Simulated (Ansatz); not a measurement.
**Geometry relaxation, with input and output: LiNbO3 (part 2 of 3)**

Continued. System: LiNbO3 (R-3c, 10 atoms in the cell). Method: DFT, PBE, plane waves, PAW, spin-polarised (Ansatz 0.2.0); cutoff 420 eV, 6×6×6 k-mesh, Gaussian smearing of 0.02 eV, collinear spins. The structure derives from a Materials Project entry. Some settings of this run were made unusual or wrong on purpose.

Geometry of the input (Å; fractional positions):
```
2.6347  1.5212  4.6344
-2.6347  1.5212  4.6344
0.0000  -3.0423  4.6344
Li 0.2500  0.2500  0.2500
Li 0.7500  0.7500  0.7500
Nb 0.5000  0.5000  0.5000
Nb 0.0000  0.0000  0.0000
O  0.1296  0.3704  0.7500
O  0.3704  0.7500  0.1296
O  0.8704  0.6296  0.2500
O  0.2500  0.8704  0.6296
O  0.6296  0.2500  0.8704
O  0.7500  0.1296  0.3704
```

Log, continued
```
SCF iter   1: F=—  HF=-12929.117089 eV  |F-HF|=—  |Δ(HF+E_count)|=         —  Δρ=9.00e-3 (↑7.45e-3 ↓9.00e-3)  dr2=1.35e-2  dr2_m=6.35e-2  M=0.000 μB ∫|m|=0.070 μB  β_m=0.30  ethr=1.94e-5  ⟨swp⟩=3.0  Hψ=17020  notcnv=0
preconditioner: auto → Resta (q_TF=auto, 2.523 Å⁻¹)  ε∞=2.9  [insulator: Δε(μ)=2.455 eV  Ē_g=18.083 eV  σ=0.020 eV  W_gap=1.00  n_scr=26 (ndim 8)  ℏωp=24.7 eV  f_vac=0.009  D(μ)=0.00/eV (n_scr^D=0)  ε∞_Penn≈2.9]
spin=Collinear: Resta preconditioning applied to the charge; magnetization (m = ρ↑ − ρ↓) channel mixes plain (no charge-response kernel on spin).
SCF iter   2: F=—  HF=-12929.152323 eV  |F-HF|=—  |Δ(HF+E_count)|=   3.52e-2  Δρ=6.24e-3 (↑5.33e-3 ↓6.24e-3)  dr2=4.46e-3  dr2_m=3.20e-2  M=0.000 μB ∫|m|=0.052 μB  β_m=0.63  ethr=1.94e-5  ⟨swp⟩=2.5  Hψ=6851  notcnv=0
SCF iter   3: F=—  HF=-12929.190828 eV  |F-HF|=—  |Δ(HF+E_count)|=   3.85e-2  Δρ=5.28e-4 (↑5.08e-4 ↓5.28e-4)  dr2=3.65e-4  dr2_m=2.18e-4  M=0.000 μB ∫|m|=0.007 μB  β_m=0.73  ethr=6.57e-6  ⟨swp⟩=2.1  Hψ=8260  notcnv=0
SCF iter   4: F=—  HF=-12929.191659 eV  |F-HF|=—  |Δ(HF+E_count)|=   8.31e-4  Δρ=1.84e-4 (↑1.47e-4 ↓1.84e-4)  dr2=1.41e-4  dr2_m=8.65e-6  M=0.000 μB ∫|m|=0.001 μB  β_m=0.86  ethr=5.37e-7  ⟨swp⟩=2.1  Hψ=5668  notcnv=0
SCF iter   5: F=—  HF=-12929.191740 eV  |F-HF|=—  |Δ(HF+E_count)|=   8.06e-5  Δρ=3.87e-5 (↑3.21e-5 ↓3.87e-5)  dr2=2.13e-6  dr2_m=3.44e-7  M=0.000 μB ∫|m|=0.000 μB  β_m=0.93  ethr=2.07e-7  ⟨swp⟩=2.0  Hψ=6078  notcnv=0
SCF iter   6: F=—  HF=-12929.191743 eV  |F-HF|=—  |Δ(HF+E_count)|=   2.76e-6  Δρ=8.48e-6 (↑7.67e-6 ↓8.48e-6)  dr2=3.34e-7  dr2_m=4.41e-10  M=0.000 μB ∫|m|=0.000 μB  β_m=0.97  ethr=3.13e-9  ⟨swp⟩=2.0  Hψ=6295  notcnv=0
iter 7 did not close the SCF: its close was put off until two iterations running show no level that it waits for move by more than its bar (scf_convergence_deferred on its scf_iter line)
SCF iter   7: F=-12929.191743 eV  HF=-12929.191743 eV  |F-HF|=8.27e-8  |Δ(HF+E_count)|=   8.34e-7  Δρ=4.29e-6 (↑4.29e-6 ↓3.94e-6)  dr2=1.01e-7  dr2_m=8.73e-11  M=0.000 μB ∫|m|=0.000 μB  β_m=0.98  ethr=4.92e-10  ⟨swp⟩=3.4  Hψ=12662  notcnv=0
iter 8 did not close the SCF: its close was put off until two iterations running show no level that it waits for move by more than its bar (scf_convergence_deferred on its scf_iter line)
SCF iter   8: F=-12929.191743 eV  HF=-12929.191743 eV  |F-HF|=5.26e-9  |Δ(HF+E_count)|=   1.45e-8  Δρ=1.10e-6 (↑1.02e-6 ↓1.10e-6)  dr2=6.05e-9  dr2_m=5.03e-12  M=0.000 μB ∫|m|=0.000 μB  β_m=0.99  ethr=1.49e-10  ⟨swp⟩=1.0  Hψ=9867  notcnv=0
SCF iter   9: F=-12929.191743 eV  HF=-12929.191743 eV  |F-HF|=1.06e-10  |Δ(HF+E_count)|=   1.04e-9  Δρ=1.65e-7 (↑1.59e-7 ↓1.65e-7)  dr2=1.37e-10  dr2_m=6.95e-14  M=0.000 μB ∫|m|=0.000 μB  ethr=8.89e-12  ⟨swp⟩=1.0  Hψ=8576  notcnv=0
the starting moments were not kept: the SCF closed with an absolute magnetisation of 1.9e-7 μB, where they sum to 40 μB in size (10 sites). That is at most 0.1 of that sum. Measured as dr2_m measures the in/out step, that magnetisation stands 4.6e-15 eV from none, at or under the dr2_threshold of 1.0e-6 eV: it is no larger than a step whose dr2_m would equal this threshold.
SCF 2 converged in 9 iterations: F = -12929.191743 eV  dr2 = 1.37e-10
[... from here on the iterations of each SCF are left out, up to the last one ...]
relax step   2: F+E_penalty+E_count = -12929.19174341 eV  Δ(F+E_penalty+E_count) = -5.829e-2 eV  max|allowed force component| = 3.375e-2 eV/Å  Δτ_max = 0.0087 Å  P = +0.437 GPa  Ω = 108.643 Å³  energy of the carried Pulay correction = +1.094e-2 eV  (9 SCF iters, dr2 threshold 1.00e-6 eV, accepted)
Crystal: 10 atoms, lattice volume = 108.866 Å³
preconditioner: auto → Resta (q_TF=auto, 2.522 Å⁻¹)  ε∞=2.9  [insulator: Δε(μ)=2.487 eV  Ē_g=18.054 eV  σ=0.020 eV  W_gap=1.00  n_scr=26 (ndim 8)  ℏωp=24.7 eV  f_vac=0.012  D(μ)=0.00/eV (n_scr^D=0)  ε∞_Penn≈2.9]
spin=Collinear: Resta preconditioning applied to the charge; magnetization (m = ρ↑ − ρ↓) channel mixes plain (no charge-response kernel on spin).
the starting moments were not kept: the SCF closed with an absolute magnetisation of 1.5e-6 μB, where they sum to 40 μB in size (10 sites). That is at most 0.1 of that sum. Measured as dr2_m measures the in/out step, that magnetisation stands 2.6e-13 eV from none, at or under the dr2_threshold of 8.8e-7 eV: it is no larger than a step whose dr2_m would equal this threshold.
SCF 3 converged in 6 iterations: F = -12929.191368 eV  dr2 = 4.33e-8
relax step   3: F+E_penalty+E_count = -12929.19136805 eV  Δ(F+E_penalty+E_count) = +3.754e-4 eV  max|allowed force component| = 1.247e-2 eV/Å  Δτ_max = 0.0011 Å  P = -0.058 GPa  Ω = 108.866 Å³  energy of the carried Pulay correction = +1.005e-2 eV  (6 SCF iters, dr2 threshold 8.84e-7 eV, accepted)
Crystal: 10 atoms, lattice volume = 108.821 Å³
preconditioner: auto → Resta (q_TF=auto, 2.523 Å⁻¹)  ε∞=2.9  [insulator: Δε(μ)=2.500 eV  Ē_g=18.057 eV  σ=0.020 eV  W_gap=1.00  n_scr=26 (ndim 8)  ℏωp=24.7 eV  f_vac=0.011  D(μ)=0.00/eV (n_scr^D=0)  ε∞_Penn≈2.9]
spin=Collinear: Resta preconditioning applied to the charge; magnetization (m = ρ↑ − ρ↓) channel mixes plain (no charge-response kernel on spin).
the starting moments were not kept: the SCF closed with an absolute magnetisation of 3.6e-6 μB, where they sum to 40 μB in size (10 sites). That is at most 0.1 of that sum. Measured as dr2_m measures the in/out step, that magnetisation stands 8.7e-13 eV from none, at or under the dr2_threshold of 1.3e-8 eV: it is no larger than a step whose dr2_m would equal this threshold.
SCF 4 converged in 5 iterations: F = -12929.191627 eV  dr2 = 8.98e-9
relax step   4: F+E_penalty+E_count = -12929.19162690 eV  Δ(F+E_penalty+E_count) = -2.589e-4 eV  max|allowed force component| = 4.164e-3 eV/Å  Δτ_max = 0.0014 Å  P = -0.062 GPa  Ω = 108.821 Å³  energy of the carried Pulay correction = +1.023e-2 eV  (5 SCF iters, dr2 threshold 1.32e-8 eV, accepted)
Crystal: 10 atoms, lattice volume = 108.742 Å³
preconditioner: auto → Resta (q_TF=auto, 2.523 Å⁻¹)  ε∞=2.9  [insulator: Δε(μ)=2.502 eV  Ē_g=18.064 eV  σ=0.020 eV  W_gap=1.00  n_scr=26 (ndim 8)  ℏωp=24.7 eV  f_vac=0.011  D(μ)=0.00/eV (n_scr^D=0)  ε∞_Penn≈2.9]
spin=Collinear: Resta preconditioning applied to the charge; magnetization (m = ρ↑ − ρ↓) channel mixes plain (no charge-response kernel on spin).
the starting moments were not kept: the SCF closed with an absolute magnetisation of 1.1e-6 μB, where they sum to 40 μB in size (10 sites). That is at most 0.1 of that sum. Measured as dr2_m measures the in/out step, that magnetisation stands 7.1e-14 eV from none, at or under the dr2_threshold of 1.9e-8 eV: it is no larger than a step whose dr2_m would equal this threshold.
SCF 5 converged in 6 iterations: F = -12929.191978 eV  dr2 = 6.30e-10
relax step   5: F+E_penalty+E_count = -12929.19197788 eV  Δ(F+E_penalty+E_count) = -3.510e-4 eV  max|allowed force component| = 3.052e-5 eV/Å  Δτ_max = 0.0013 Å  P = +0.010 GPa  Ω = 108.742 Å³  energy of the carried Pulay correction = +1.054e-2 eV  (6 SCF iters, dr2 threshold 1.85e-8 eV, accepted)
Initial wavefunctions: pseudopotential atomic-orbital guess (no wavefunctions were taken with the density)
preconditioner: auto → Resta (q_TF=auto, 2.523 Å⁻¹)  ε∞=2.9  [insulator: Δε(μ)=2.502 eV  Ē_g=18.063 eV  σ=0.020 eV  W_gap=1.00  n_scr=26 (ndim 8)  ℏωp=24.7 eV  f_vac=0.011  D(μ)=0.00/eV (n_scr^D=0)  ε∞_Penn≈2.9]
spin=Collinear: Resta preconditioning applied to the charge; magnetization (m = ρ↑ − ρ↓) channel mixes plain (no charge-response kernel on spin).
the starting moments were not kept: the SCF closed with an absolute magnetisation of 7.6e-11 μB, where they sum to 40 μB in size (10 sites). That is at most 0.1 of that sum. Measured as dr2_m measures the in/out step, that magnetisation stands 5.3e-22 eV from none, at or under the dr2_threshold of 1.0e-10 eV: it is no larger than a step whose dr2_m would equal this threshold.
SCF 6 converged in 9 iterations: F = -12929.182711 eV  dr2 = 7.52e-14
relax step   6: F+E_penalty+E_count = -12929.18271105 eV  Δ(F+E_penalty+E_count) = +9.267e-3 eV  max|allowed force component| = 4.933e-5 eV/Å  Δτ_max = 0.0000 Å  P = -0.149 GPa  Ω = 108.742 Å³  stress off target by 1.52e-1 GPa  SCF on the basis re-selected at this cell (its energy is not comparable with the rows above)  (9 SCF iters)
basis re-selected at this cell: Δ(F+E_penalty+E_count) = +9.267e-3 eV, ΔP = -0.159 GPa vs the last step (what re-selecting the basis moved, of the pressure what is left beyond the Pulay correction that the steps carried, after the strain that the cell walked since its last selection, with what the two solves' SCF thresholds leave and, on support functions, any second-order correction that the steps lacked; it is no measure of the basis error at this ecutwfc). This SCF's stress stands 1.52e-1 GPa from its target on what of the cell is left free (relax.cell.stress_tol is 5.00e-2 GPa) and its largest allowed force component is 4.93e-5 eV/Å (relax.f_tol is 5.00e-3 eV/Å): not within both, so this SCF does not close the relaxation
Crystal: 10 atoms, lattice volume = 108.634 Å³
preconditioner: auto → Resta (q_TF=auto, 2.523 Å⁻¹)  ε∞=2.9  [insulator: Δε(μ)=2.504 eV  Ē_g=18.074 eV  σ=0.020 eV  W_gap=1.00  n_scr=26 (ndim 8)  ℏωp=24.7 eV  f_vac=0.011  D(μ)=0.00/eV (n_scr^D=0)  ε∞_Penn≈2.9]
spin=Collinear: Resta preconditioning applied to the charge; magnetization (m = ρ↑ − ρ↓) channel mixes plain (no charge-response kernel on spin).
the starting moments were not kept: the SCF closed with an absolute magnetisation of 1.6e-6 μB, where they sum to 40 μB in size (10 sites). That is at most 0.1 of that sum. Measured as dr2_m measures the in/out step, that magnetisation stands 2.1e-13 eV from none, at or under the dr2_threshold of 5.8e-8 eV: it is no larger than a step whose dr2_m would equal this threshold.
SCF 7 converged in 6 iterations: F = -12929.183186 eV  dr2 = 7.97e-9
relax step   7: F+E_penalty+E_count = -12929.18318648 eV  Δ(F+E_penalty+E_count) = -4.754e-4 eV  max|allowed force component| = 5.338e-5 eV/Å  Δτ_max = 0.0009 Å  P = -0.002 GPa  Ω = 108.634 Å³  energy of the carried Pulay correction = +4.249e-4 eV  (6 SCF iters, dr2 threshold 5.79e-8 eV, accepted)
iter 1 solved again at ethr=2.09e-8 eV; its pass at ethr=3.10e-3 eV (dr2=1.42e-5 eV) is discarded
SCF iter   1: F=—  HF=-12929.182715 eV  |F-HF|=—  |Δ(HF+E_count)|=         —  Δρ=6.05e-6 (↑6.05e-6 ↓6.02e-6)  dr2=5.54e-8  dr2_m=2.58e-12  M=0.000 μB ∫|m|=0.000 μB  β_m=0.65  ethr=2.09e-8  ⟨swp⟩=4.0  Hψ=33546  notcnv=0
preconditioner: auto → Resta (q_TF=auto, 2.523 Å⁻¹)  ε∞=2.9  [insulator: Δε(μ)=2.507 eV  Ē_g=18.074 eV  σ=0.020 eV  W_gap=1.00  n_scr=26 (ndim 8)  ℏωp=24.7 eV  f_vac=0.011  D(μ)=0.00/eV (n_scr^D=0)  ε∞_Penn≈2.9]
spin=Collinear: Resta preconditioning applied to the charge; magnetization (m = ρ↑ − ρ↓) channel mixes plain (no charge-response kernel on spin).
SCF iter   2: F=—  HF=-12929.182715 eV  |F-HF|=—  |Δ(HF+E_count)|=   1.74e-7  Δρ=2.77e-6 (↑2.75e-6 ↓2.77e-6)  dr2=1.88e-8  dr2_m=5.04e-13  M=0.000 μB ∫|m|=0.000 μB  β_m=0.39  ethr=8.14e-11  ⟨swp⟩=2.0  Hψ=6018  notcnv=0
SCF iter   3: F=—  HF=-12929.182715 eV  |F-HF|=—  |Δ(HF+E_count)|=   2.15e-8  Δρ=1.71e-6 (↑1.70e-6 ↓1.71e-6)  dr2=4.23e-9  dr2_m=4.07e-13  M=0.000 μB ∫|m|=0.000 μB  β_m=0.70  ethr=2.77e-11  ⟨swp⟩=2.5  Hψ=5405  notcnv=0
SCF iter   4: F=—  HF=-12929.182715 eV  |F-HF|=—  |Δ(HF+E_count)|=   3.46e-8  Δρ=4.05e-7 (↑4.04e-7 ↓4.05e-7)  dr2=9.39e-10  dr2_m=3.64e-15  M=0.000 μB ∫|m|=0.000 μB  β_m=0.85  ethr=6.22e-12  ⟨swp⟩=2.0  Hψ=5696  notcnv=0
SCF iter   5: F=—  HF=-12929.182715 eV  |F-HF|=—  |Δ(HF+E_count)|=  7.19e-10  Δρ=1.20e-7 (↑1.19e-7 ↓1.20e-7)  dr2=5.00e-11  dr2_m=4.10e-16  M=0.000 μB ∫|m|=0.000 μB  β_m=0.90  ethr=1.38e-12  ⟨swp⟩=2.0  Hψ=6086  notcnv=0
SCF iter   6: F=-12929.182715 eV  HF=-12929.182715 eV  |F-HF|=2.55e-11  |Δ(HF+E_count)|=  4.73e-11  Δρ=7.75e-8 (↑7.75e-8 ↓7.75e-8)  dr2=3.53e-11  dr2_m=4.62e-18  M=0.000 μB ∫|m|=0.000 μB  ethr=1.00e-12  ⟨swp⟩=2.1  Hψ=10857  notcnv=0
the starting moments were not kept: the SCF closed with an absolute magnetisation of 1.7e-9 μB, where they sum to 40 μB in size (10 sites). That is at most 0.1 of that sum. Measured as dr2_m measures the in/out step, that magnetisation stands 2.1e-19 eV from none, at or under the dr2_threshold of 1.0e-10 eV: it is no larger than a step whose dr2_m would equal this threshold.
SCF 8 converged in 6 iterations: F = -12929.182715 eV  dr2 = 3.53e-11
relax step   8: F+E_penalty+E_count = -12929.18271463 eV  Δ(F+E_penalty+E_count) = +4.719e-4 eV  max|allowed force component| = 5.853e-5 eV/Å  Δτ_max = 0.0000 Å  P = -0.006 GPa  Ω = 108.634 Å³  stress off target by 6.13e-3 GPa  SCF on the basis re-selected at this cell (its energy is not comparable with the rows above)  (6 SCF iters)
```

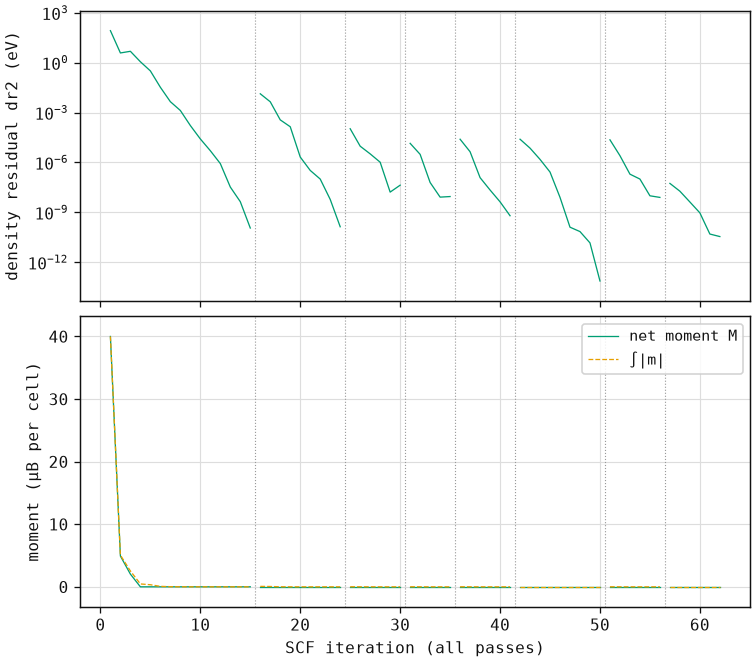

Convergence of the self-consistent field: density residual dr2 and magnetic moment against the SCF iteration. The dotted lines part the SCF passes of the relaxation: geometry steps, rejected trials and re-solves on a re-selected basis. The 8 passes take 5 to 15 iterations each, 62 in all. The net moment goes from 40.0 to 0.0 μB per cell, and ∫|m| falls to zero.

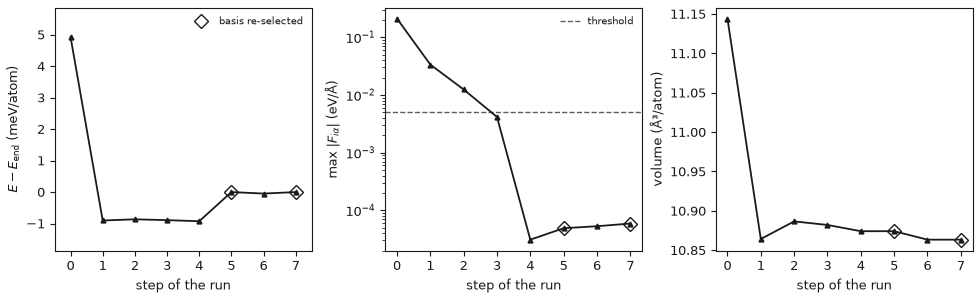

Progress of the relaxation, step by step (the first geometry is step 0 here and step 1 in the log).

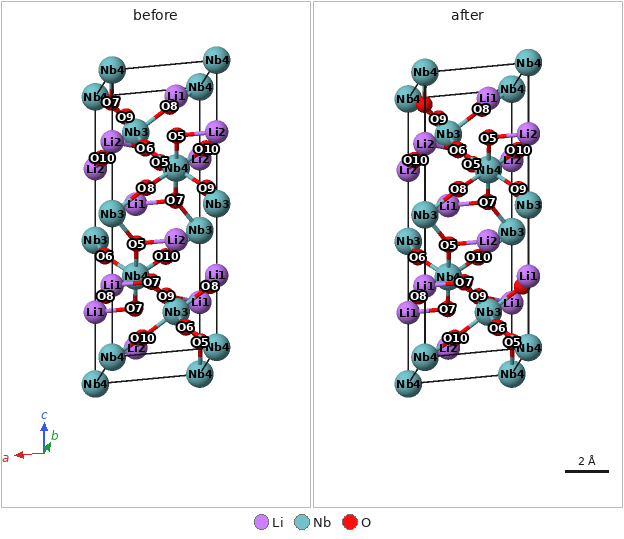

Before (left) and after (right) the relaxation, at one scale (ball-and-stick view of the cell 3 times as large as that of the calculation, set on its symmetry axes, seen at an oblique angle). After 5 geometry steps the energy has fallen by 5.0 meV per atom. Largest force component: 0.21 eV/Å at the start, under 0.0001 eV/Å at the end. Pressure: −5.21 GPa at the start and −0.01 GPa at the end. The basis was re-selected once at an unchanged geometry, which shifts the energy a little without any move. The atoms keep their places relative to the cell (all moves are under 0.005 Å). The volume changes by −2.5 %, with a = b 5.269 → 5.223 Å (−0.9 %), c 13.903 → 13.795 Å (−0.8 %). Among the contacts that change: Nb3–O10 2.015 → 1.996 Å, Li1–O7 2.000 → 1.987 Å. The space group stays R-3c (No. 167). The energy change given includes the shifts at the re-selections in mid-walk, which come without any move. A last SCF at the same geometry on a re-selected plane-wave basis shifts the energy by +0.0 meV per atom. (Atoms are counted from 1 in the order of the input.)
